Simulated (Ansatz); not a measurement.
# Si16C15 (cell charge +2, with a compensating background) (cell with a defect): what the fields show

```cif
data_structure
_symmetry_space_group_name_H-M 'P 1'
_symmetry_Int_Tables_number 1
_cell_length_a 6.1882
_cell_length_b 6.1882
_cell_length_c 10.1293
_cell_angle_alpha 90.000
_cell_angle_beta 90.000
_cell_angle_gamma 120.000
_cell_volume 335.93
loop_
_atom_site_label
_atom_site_type_symbol
_atom_site_fract_x
_atom_site_fract_y
_atom_site_fract_z
_atom_site_occupancy
Si1 Si 0.83333 0.16667 0.95613 1
Si2 Si 0.33471 0.16943 0.93922 1
Si3 Si 0.83057 0.66529 0.93922 1
Si4 Si 0.33471 0.66529 0.93922 1
Si5 Si 0.16883 0.33441 0.43615 1
Si6 Si 0.66559 0.33441 0.43615 1
Si7 Si 0.16667 0.83333 0.43838 1
Si8 Si 0.66559 0.83117 0.43615 1
Si9 Si 0.00876 0.51751 0.68301 1
Si10 Si 0.50000 0.50000 0.68452 1
Si11 Si 0.00876 0.99124 0.68301 1
Si12 Si 0.48249 0.99124 0.68301 1
Si13 Si 0.99909 0.49819 0.19035 1
Si14 Si 0.50000 0.50000 0.18832 1
Si15 Si 0.99909 0.00091 0.19035 1
Si16 Si 0.50181 0.00091 0.19035 1
C1 C 0.33475 0.16951 0.75070 1
C2 C 0.83049 0.66525 0.75070 1
C3 C 0.33475 0.66525 0.75070 1
C4 C 0.16692 0.33346 0.24929 1
C5 C 0.66654 0.33346 0.24929 1
C6 C 0.16667 0.83333 0.24910 1
C7 C 0.66654 0.83308 0.24929 1
C8 C 0.99829 0.00171 0.50010 1
C9 C 0.50342 0.00171 0.50010 1
C10 C 0.99829 0.49658 0.50010 1
C11 C 0.50000 0.50000 0.49953 1
C12 C 0.00073 0.99927 0.99851 1
C13 C 0.49853 0.99927 0.99851 1
C14 C 0.00073 0.50147 0.99851 1
C15 C 0.50000 0.50000 0.00020 1
```

Level of theory: DFT PBE, scalar-relativistic, plane waves, PAW (Ansatz).

The density is the valence pseudo-density of a PAW calculation; it isn't the true density close to the nuclei.

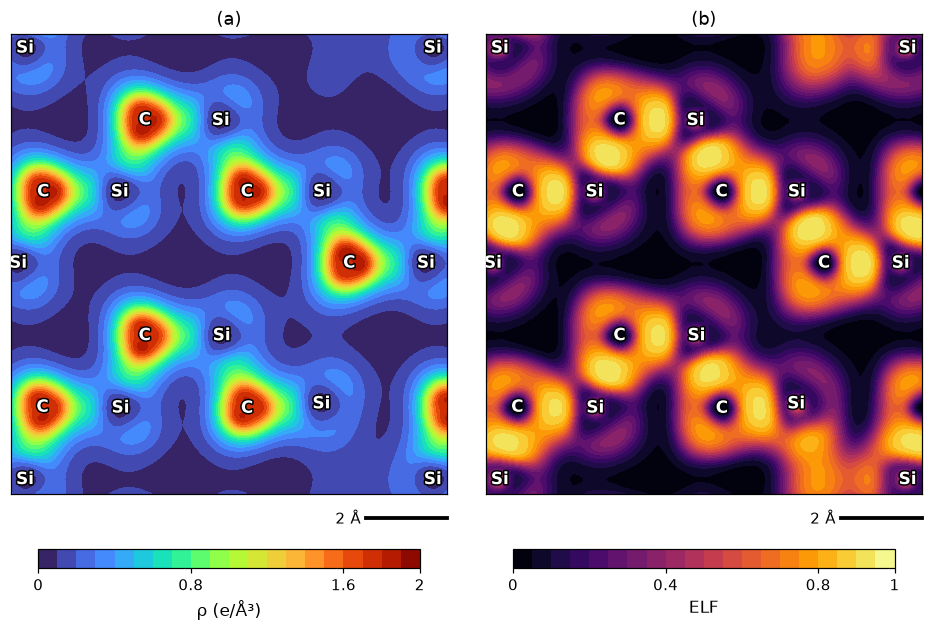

Figure 1. (a) valence charge density (pseudo); (b) electron localisation function on the (110) plane of the calculation cell.

### Describe what can be read from this map.

Atoms in the plane: Si and C. Si–C (1.84 Å): ρ at the midpoint is about 0.93 e/Å³; the ELF peaks at about 0.90 between the atoms; localised, covalent bonding. Si–C (1.88 Å): the density is about 0.9 e/Å³ at the midpoint; the ELF peaks at about 0.95 between the atoms; localised, covalent bonding. Si–C (1.92 Å): the density is about 0.82 e/Å³ at the midpoint; the ELF peaks at about 0.95 between the atoms (a shared electron pair). Between the atoms the lowest density in this plane is 0.04 e/Å³.

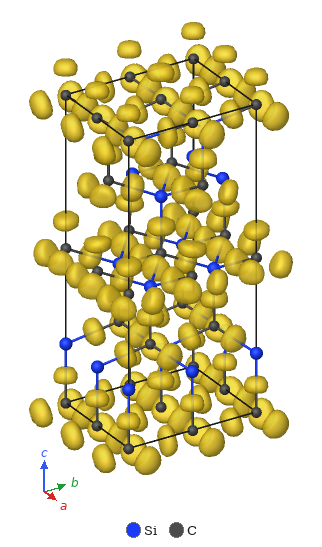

Figure 2. Isosurface of the ELF at 0.85 (yellow), seen slightly off an axis. Only the valence region is drawn (cores and ρ < 0.01 e/Å³ removed). Sticks mark near contacts.

### Identify the bonds, lone pairs and shells in this picture.

At this value the surface marks out 60 regions between bonded C–Si atoms (shared pairs), counted in one cell of 31 atoms. Any copies at cell faces, edges or corners count once. Along the contacts the grid gives the following. Si–C (1.89 Å): the ELF peaks at about 0.95 between the atoms, as expected for a shared electron pair.

### Does the calculation give a band gap?

It is gapped, with a Kohn–Sham gap of 0.63 eV on the k-point mesh, an upper bound to the gap of this method.
